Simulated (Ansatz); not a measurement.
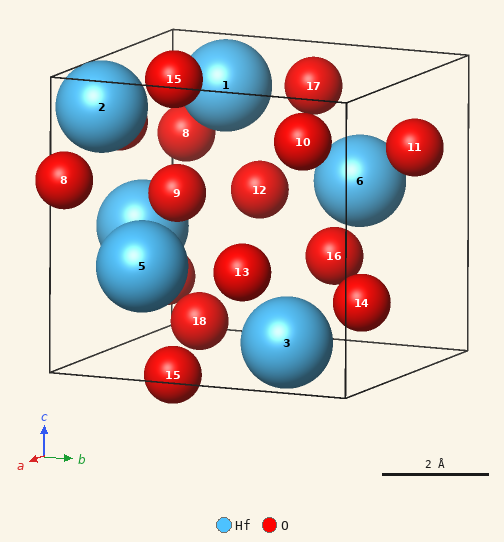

The structure (spheres-only view of the cell of the calculation, seen slightly off an axis; atoms are numbered from 1 in the order of the input). An atom can appear more than once, as a periodic image.

**Single-point calculation of HfO$_{2}$ (part 1 of 2)**

- system: HfO$_{2}$ (disordered cell, 18 atoms in the cell)
- method: DFT PBE, scalar-relativistic, plane waves, PAW, no spin polarisation (Ansatz 0.2.0)

It belongs to a series of runs on one base structure; here: last frame at 2590 K on a finer mesh. Figures and captions count atoms from 1; the log counts them from 0 in places.

**Input**
```yaml
crystal:
  lattice:
    - [5.913382, 0.093665, -0.026317]
    - [0.093665, 6.169229, -0.029352]
    - [-0.026317, -0.029352, 5.666068]
  atoms:
    - { symbol: Hf, position: [0.2340210059, 0.2763278232, 0.8724254583] }
    - { symbol: Hf, position: [0.721598577, 0.0578494306, 0.8603172729] }
    - { symbol: Hf, position: [0.6337851581, 0.6500903336, 0.0995784006] }
    - { symbol: Hf, position: [0.4307429049, 0.0773105675, 0.4121119039] }
    - { symbol: Hf, position: [0.9059526012, 0.2723587754, 0.3682580034] }
    - { symbol: Hf, position: [0.1494239428, 0.6955447035, 0.5726688143] }
    - { symbol: O, position: [0.1560512384, 0.0452424065, 0.1942490917] }
    - { symbol: O, position: [0.9948030449, 0.0446889982, 0.6537915996] }
    - { symbol: O, position: [0.6397835923, 0.2802326811, 0.5744414241] }
    - { symbol: O, position: [0.7003157971, 0.7292780083, 0.7966564663] }
    - { symbol: O, position: [0.3993948326, 0.9834792671, 0.7508429198] }
    - { symbol: O, position: [0.2244956933, 0.3881950127, 0.5280155839] }
    - { symbol: O, position: [0.8864490623, 0.6031275959, 0.3733878255] }
    - { symbol: O, position: [0.6891564141, 0.9259442446, 0.2671763451] }
    - { symbol: O, position: [0.8770988738, 0.3657673825, 0.0048852133] }
    - { symbol: O, position: [0.3843532686, 0.7071874751, 0.3575201652] }
    - { symbol: O, position: [0.2222783733, 0.5674109127, 0.8951176136] }
    - { symbol: O, position: [0.4834374466, 0.293146552, 0.1167822287] }
basis:
  ecutwfc: 420
kpoints:
  mp_grid: { grid: [3, 3, 4] }
hamiltonian:
  xc: pbe
scf:
  occupations: { method: fermi_dirac, width: 0.2232 }
output:
  forces: true
  stress: true
  eigenvalues: true
  populations: true
  write_density: true
  write_potential: true
  elf: true
  volumetric_format: npy
```

Command:
```bash
ansatz run input.yaml --threads 2 --pin off --max-ram 5120MiB --backend cpu --events-out ev --progress --plain --runs-dir out
```

**What the program printed**
```
band count auto-derived: 142 (N_el = 228.0; filled up to band 114; 137 by the electrons, moments and atoms)
Engine: ansatz 0.2.0, x86_64-unknown-linux-gnu
Pseudopotentials: kind: paw
Pseudopotential: Hf, paw, valence charge 26, recommended cutoff 420 eV (normal), Hf.paw.azcp
Pseudopotential: O, paw, valence charge 6, recommended cutoff 420 eV (normal), O.paw.azcp
Functional definition: PBE
  parameter kappa = 0.804
  parameter beta = 0.06672455060314922
  exchange = pbe_x(kappa = kappa, mu = beta*pi^2/3)
  correlation = pbe_c(beta = beta)
Crystal: 18 atoms, lattice volume = 206.645 Å³
Basis set: ecut = 420 eV, 4033 PW (Γ), exchange–correlation on 80×90×80 points (8 copies of the dense FFT grid, shifted against one another)
Bands: 142, of which v1, the nominal top of the filled ones, is band 114 counted from 1 (113 counted from 0)
Symmetry: 1 space group operations
Space group: P1 (ITA 1), of the structure as read, at distance tolerance 5.9e-5 Å
k-points: 19 of 36 (time reversal used)
Non-local potential: Hf, projectors of the file, l = 0: 3, l = 1: 2, l = 2: 2, l = 3: 3
Non-local potential: O, projectors of the file, l = 0: 2, l = 1: 2, l = 2: 1
PAW form: soft (Blöchl's): semilocal exchange-correlation on the pseudo side does not see the compensation charge
PAW one-centre angular grid: Hf, 590 points (default); XC on 64 Gauss nodes
PAW one-centre angular grid: O, 110 points (default); XC on 64 Gauss nodes
Initial density: superposition of atomic densities (neutral atoms: chi_scale 0, normalization atom), corrected by the library's trained network
Initial wavefunctions: pseudopotential atomic-orbital guess
Functional: x = pbe(κ = 0.804, μ = 0.2195149727645171), c = pbe(β = 0.06672455060314922)
SCF iter   1: F=—  HF=-101160.641156 eV  |F-HF|=—  |Δ(HF+E_count)|=         —  Δρ=5.28e-3  dr2=3.90e-2  ethr=1.77e-3  ⟨swp⟩=5.0  Hψ=8775  notcnv=0
preconditioner: auto → Resta (q_TF=auto, 2.773 Å⁻¹)  ε∞=5.3  [insulator: Δε(μ)=3.377 eV  Ē_g=18.384 eV  σ=0.223 eV  W_gap=1.00  n_scr=80 (ndim 8)  ℏωp=38.0 eV  f_vac=0.084  D(μ)=0.01/eV (n_scr^D=0)  ε∞_Penn≈5.3]
SCF iter   2: F=—  HF=-101160.636413 eV  |F-HF|=—  |Δ(HF+E_count)|=   4.74e-3  Δρ=2.74e-3  dr2=8.39e-3  ethr=1.71e-5  ⟨swp⟩=2.0  Hψ=4768  notcnv=0
SCF iter   3: F=—  HF=-101160.637232 eV  |F-HF|=—  |Δ(HF+E_count)|=   8.19e-4  Δρ=1.08e-3  dr2=2.41e-3  ethr=3.68e-6  ⟨swp⟩=2.0  Hψ=4347  notcnv=0
SCF iter   4: F=—  HF=-101160.637296 eV  |F-HF|=—  |Δ(HF+E_count)|=   6.40e-5  Δρ=2.94e-4  dr2=1.68e-4  ethr=1.06e-6  ⟨swp⟩=2.0  Hψ=3980  notcnv=0
SCF iter   5: F=—  HF=-101160.637351 eV  |F-HF|=—  |Δ(HF+E_count)|=   5.54e-5  Δρ=1.32e-4  dr2=3.40e-5  ethr=7.37e-8  ⟨swp⟩=2.0  Hψ=4607  notcnv=0
SCF iter   6: F=—  HF=-101160.636930 eV  |F-HF|=—  |Δ(HF+E_count)|=   4.22e-4  Δρ=4.81e-5  dr2=4.60e-6  ethr=1.49e-8  ⟨swp⟩=2.0  Hψ=4838  notcnv=0
SCF iter   7: F=—  HF=-101160.636932 eV  |F-HF|=—  |Δ(HF+E_count)|=   2.24e-6  Δρ=2.80e-5  dr2=1.46e-6  ethr=2.02e-9  ⟨swp⟩=2.0  Hψ=4839  notcnv=0
SCF iter   8: F=—  HF=-101160.636932 eV  |F-HF|=—  |Δ(HF+E_count)|=   5.25e-7  Δρ=1.28e-5  dr2=3.21e-7  ethr=6.39e-10  ⟨swp⟩=2.0  Hψ=4377  notcnv=0
SCF iter   9: F=-101160.636932 eV  HF=-101160.636932 eV  |F-HF|=1.31e-10  |Δ(HF+E_count)|=   7.18e-8  Δρ=4.38e-6  dr2=3.90e-8  ethr=4.39e-11  ⟨swp⟩=13.7  Hψ=19808  notcnv=0
SCF 1 converged in 9 iterations: F = -101160.636932 eV  dr2 = 3.90e-8
  greatest PAW one-centre occupation: 0.999 electrons in one spin orbital (limit 2), on the Hf atom at site 3 (counted from 0), in its partial waves of l = 0
SCF converged after 9 iterations
Free energy (F): -101160.636932 eV
Harris-Foulkes:  -101160.636932 eV  (|F-HF|=1.31e-10)
Internal energy: -101160.633473 eV  (E = F + TS)
E sigma→0 (E₀):  -101160.635203 eV
Entropy (-TS):   -0.003459 eV (-0.192 meV/atom)
Fermi energy:    16.130864 eV
--- Per-component energies (eV) ---
  E_band       = 22.928163
  E_kinetic    = 4665.513823
  E_local      = -38404.015899  (includes V_loc(G=0)·N_el)
  E_nonlocal   = -6875.919942
  E_hartree    = 17636.858464
  E_xc         = -2694.693452
  E_vxc        = -2739.297427  (∫ρ·V_xc dr)
  E_paw        = -43468.959507  (= ΣΔE_a)
  E_vpaw       = 8102.910629  (= ΣTr[D̂ρ^β])
  E_aug_tail   = 0.029706  (compensation charges beyond the density's cutoff)
  E_ewald      = -32019.446667
  E_smearing   = -0.003459  (= −TS)
  E_closure    = -0.000000  (closes the sum)
  Σ components = -101160.636932   (vs F -101160.636932, Δ=0.00e0)
--- Forces (eV/Å), atoms counted from 1 ---
  atom   1  Hf    -3.23994451    -3.90163046     2.87311367
  atom   2  Hf     0.56612865     1.65824531     0.72215391
  atom   3  Hf    -1.19494350    -5.57849504     3.52739220
  atom   4  Hf    -3.41688351    -0.44502820    -3.40874614
  atom   5  Hf     2.81300383    -0.20832438    -1.40112762
  atom   6  Hf    -1.61288488     1.96419477     1.48335675
  atom   7  O     -1.41472197     1.51982983    -0.06740583
  atom   8  O      0.23204824    -0.28951039     0.16845981
  atom   9  O      0.32766104    -0.09098874     1.85092729
  atom  10  O      2.05086922     1.84327137    -1.08304986
  atom  11  O      0.00433179     0.56517446     0.07525673
  atom  12  O     -1.25226567    -4.38904862    -1.41059442
  atom  13  O     -0.19159473    -1.04335836    -0.35081839
  atom  14  O      2.25292120     3.17049302    -2.71792508
  atom  15  O      0.35710005    -2.28363946     0.22112936
  atom  16  O      0.85472040     1.24778754    -0.79706867
  atom  17  O      1.12160116     5.96847424     0.76048646
  atom  18  O      1.74302440     0.29260595    -0.44550517
  max |Σ_I F_I| component: 1.71e-4 eV/Å
--- Stress (GPa, compression-positive) ---
       22.346893       0.678134      -3.342246
        0.678134      20.510782      -5.807214
       -3.342246      -5.807214      12.855010
  P = ⅓ Tr σ = 18.5709 GPa (185.709 kbar)
--- Band table (eV; the first three rows and the last of 19) ---
  k-point 0: bands = ["-46.7483", "-46.3841", "-46.0772", "-45.9396", "-45.8348", "-45.7538", "-15.8423", "-15.7161", "-15.6009", "-15.4932", "-15.3121", "-15.2270", "-15.1505", "-15.1412", "-14.9821", "-14.9578", "-14.8994", "-14.8231", "-14.7800", "-14.7767", "-14.6885", "-14.6268", "-14.5842", "-14.4989", "-4.1609", "-3.0790", "-2.8980", "-2.8164", "-2.5332", "-2.3831", "-2.3007", "-1.9061", "-1.8432", "-1.6910", "-1.3127", "-1.2546", "3.3378", "3.3433", "3.3741", "3.3813", "3.3976", "3.4359", "3.4476", "3.7201", "3.7216", "3.7279", "3.7564", "3.7598", "3.8154", "3.8176", "4.0201", "4.0226", "4.0833", "4.0866", "4.1249", "4.1274", "4.1508", "4.2180", "4.2295", "4.2394", "4.2523", "4.2628", "4.2851", "4.2861", "4.3065", "4.3123", "4.3253", "4.3385", "4.3459", "4.3775", "4.3833", "4.3924", "4.4013", "4.4414", "4.4471", "4.4593", "4.4839", "4.5189", "8.7529", "9.0648", "9.2988", "9.4320", "9.5831", "9.7153", "9.8158", "9.9902", "10.1681", "10.2698", "10.5126", "10.6775", "10.8705", "11.0200", "11.1545", "11.3417", "11.4618", "11.5925", "11.7625", "11.8675", "12.0050", "12.1293", "12.2320", "12.3331", "12.6076", "12.6840", "12.9065", "13.0088", "13.2126", "13.2743", "13.4879", "13.5655", "13.7343", "13.7688", "14.0335", "14.1661", "17.9013", "18.3729", "18.4244", "18.7141", "19.1376", "19.3682", "19.6502", "19.8963", "20.0997", "20.1820", "20.2711", "20.6525", "20.9418", "21.0585", "21.2182", "21.6258", "21.7854", "21.8483", "21.9919", "22.1326", "22.2108", "22.3926", "22.5317", "22.7679", "23.0525", "23.3510", "23.4788", "23.6129"]
  k-point 1: bands = ["-46.7482", "-46.3841", "-46.0772", "-45.9394", "-45.8348", "-45.7540", "-15.8386", "-15.7419", "-15.5911", "-15.4720", "-15.3145", "-15.2209", "-15.1730", "-15.1380", "-14.9640", "-14.9424", "-14.8990", "-14.8416", "-14.7833", "-14.7765", "-14.6827", "-14.6280", "-14.5905", "-14.5074", "-3.9824", "-3.1202", "-2.9886", "-2.8435", "-2.5652", "-2.4526", "-2.1933", "-1.8828", "-1.8463", "-1.6541", "-1.4196", "-1.2431", "3.3384", "3.3435", "3.3735", "3.3811", "3.3975", "3.4359", "3.4472", "3.7207", "3.7217", "3.7280", "3.7561", "3.7599", "3.8153", "3.8181", "4.0198", "4.0226", "4.0836", "4.0866", "4.1241", "4.1274", "4.1527", "4.2182", "4.2294", "4.2397", "4.2500", "4.2643", "4.2851", "4.2877", "4.3066", "4.3118", "4.3254", "4.3395", "4.3455", "4.3778", "4.3832", "4.3917", "4.4032", "4.4412", "4.4462", "4.4585", "4.4831", "4.5228", "8.7761", "8.9870", "9.1749", "9.4193", "9.4890", "9.7626", "9.7993", "10.0071", "10.1967", "10.3388", "10.3963", "10.6468", "10.9655", "11.0906", "11.2225", "11.3300", "11.4023", "11.5834", "11.7632", "11.8648", "11.9068", "12.1741", "12.3143", "12.3954", "12.6144", "12.7096", "12.8001", "12.9765", "13.2666", "13.3149", "13.4865", "13.5613", "13.7728", "13.8492", "13.9931", "14.1584", "17.8543", "18.2878", "18.7253", "19.1032", "19.1519", "19.4276", "19.6410", "19.9319", "20.1130", "20.2870", "20.3593", "20.5013", "20.6914", "21.0175", "21.2534", "21.4444", "21.4596", "21.8711", "21.9503", "22.0711", "22.2761", "22.4623", "22.5985", "22.8155", "23.1648", "23.3024", "23.4616", "23.7893"]
```
